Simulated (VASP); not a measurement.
```yaml
crystal:
  lattice:
    - [5.86100, 0.00000, 0.00000]
    - [0.00000, 4.14435, 0.00000]
    - [0.00000, 0.00000, 18.07218]
  atoms:
    - { symbol: In, position: [0.53653, 0.50000, 0.48251] }
    - { symbol: In, position: [0.03653, 0.00000, 0.51749] }
    - { symbol: P, position: [0.71347, 0.00000, 0.42868] }
    - { symbol: P, position: [0.21347, 0.50000, 0.57132] }
```

Theory: Kohn-Sham DFT of a periodic cell, PBEsol, VASP PAW PBE potentials, recommended in VASP 6.6.1.

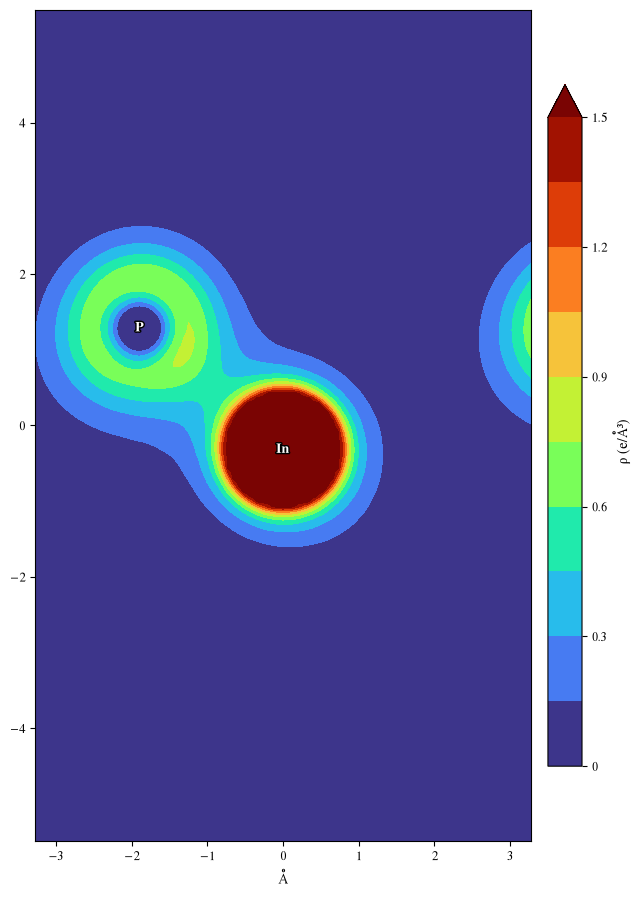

InP (slab). Valence electron density on the (010) plane of the calculation cell, a cut from vacuum to vacuum.

Core electrons are frozen (PAW), and the valence fields are smoothed inside the atomic spheres.

Describe what can be read from this map.

The plane passes through In and P nuclei. In–P (2.48 Å): the density is about 0.49 e/Å³ at the midpoint. The density dies away to nearly zero in the vacuum.
